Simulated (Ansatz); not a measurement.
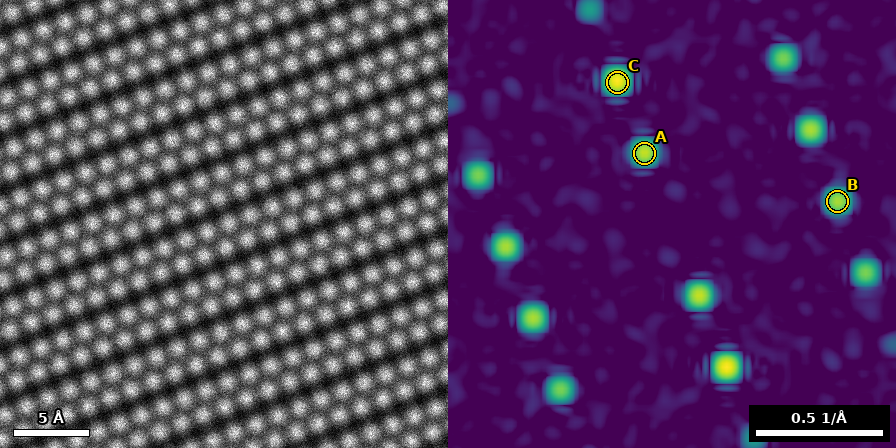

Dark-field STEM-like image of Pt (Cmcm, No. 63) along [201]. Simulated incoherent Z contrast: every atom adds Z^1.7 spread by a probe of 1.04 Å full width; channelling and multiple scattering are left out. The probe carries 15 % of its weight in a tail 2.5 times as wide. Shot noise was added. Structure: the end point of a relaxation with Ansatz, DFT, RPBE, plane waves (420 eV) with PAW, scalar-relativistic; the starting structure was generated, so it need not be a known form of this composition.

The right panel is the modulus of the image's Fourier transform on a logarithmic scale.

a = 2.744 Å, b = 6.608 Å, c = 3.755 Å, α = 90.00°, β = 90.00°, γ = 90.00°

Question: Index the marked spots and give their plane spacings (the zone axis points at the viewer; indices equivalent by symmetry, or all signs reversed, are as good).

Answer: A: (020), d = 3.30 Å; B: (1 -1 -2), d = 1.51 Å; C: (040), d = 1.65 Å. A and B enclose 103°, and every spot obeys the zone law hu + kv + lw = 0 for [201].
